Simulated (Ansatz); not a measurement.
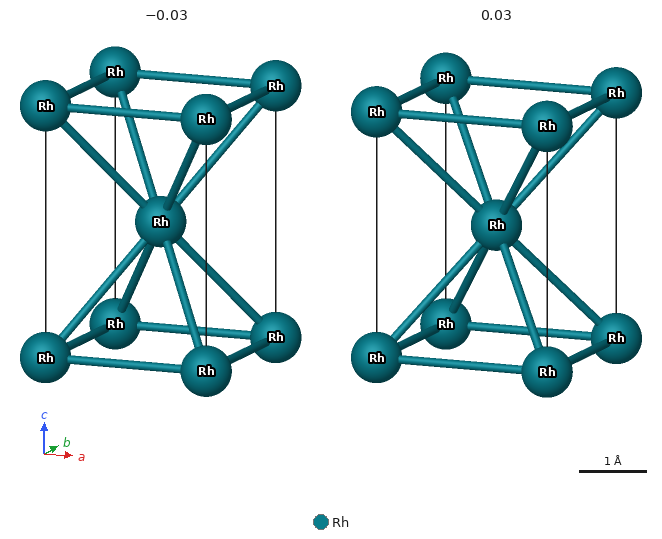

Crystalline Rh (set up in Fm-3m), under uniaxial strain along a (b, c relaxed, atoms fixed by symmetry), with energies (extrapolated to zero smearing) counted from the relaxed crystal, which is the row at zero; the cubic crystal is set up in a tetragonal cell with a = a(cubic)/√2 and c = a(cubic). The picture shows the first and the last member. The picture is a ball-and-stick view of the cell of the calculation, seen slightly off an axis.

Computed with Ansatz 0.2.0: DFT PBE, scalar-relativistic, plane waves, PAW. Settings: plane-wave cutoff 420 eV; k-point mesh 20 × 20 × 14; occupations gaussian; smearing width 0.1 eV; no spin polarisation; force threshold 0.008 eV/Å.

| strain | energy (meV/atom) | a (Å) | b (Å) | c (Å) |
| --- | --- | --- | --- | --- |
| −0.03 | 17.25 | 2.627 | 2.714 | 3.879 |
| −0.02 | 7.25 | 2.654 | 2.712 | 3.863 |
| −0.01 | 1.65 | 2.681 | 2.710 | 3.847 |
| 0.0 | 0.00 | 2.708 | 2.708 | 3.830 |
| 0.01 | ? | ? | ? | ? |
| 0.02 | 6.74 | 2.762 | 2.703 | 3.801 |
| 0.03 | 14.32 | 2.789 | 2.701 | 3.785 |

Question: One row is withheld. What does the calculation give there?

Answer: A parabola through three neighbouring rows (0.0, 0.02, 0.03) gives, with Lagrange weights, (0.3333)(0.00) + (1.0000)(6.74) + (−0.3333)(14.32) = 1.97 meV/atom. The calculation gives 1.83 meV/atom (a = 2.735 Å, b = 2.705 Å, c = 3.816 Å). The estimate is 0.14 meV/atom too high. From the first member to the last: Rh–Rh 2.627 → 2.789 Å, Rh–Rh 2.714 → 2.701 Å.

The whole series:

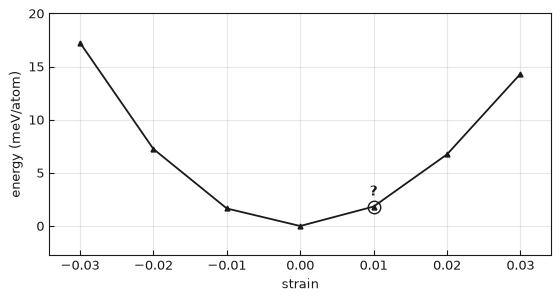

Each member starts from this one structure; whether another phase lies lower wasn't checked.
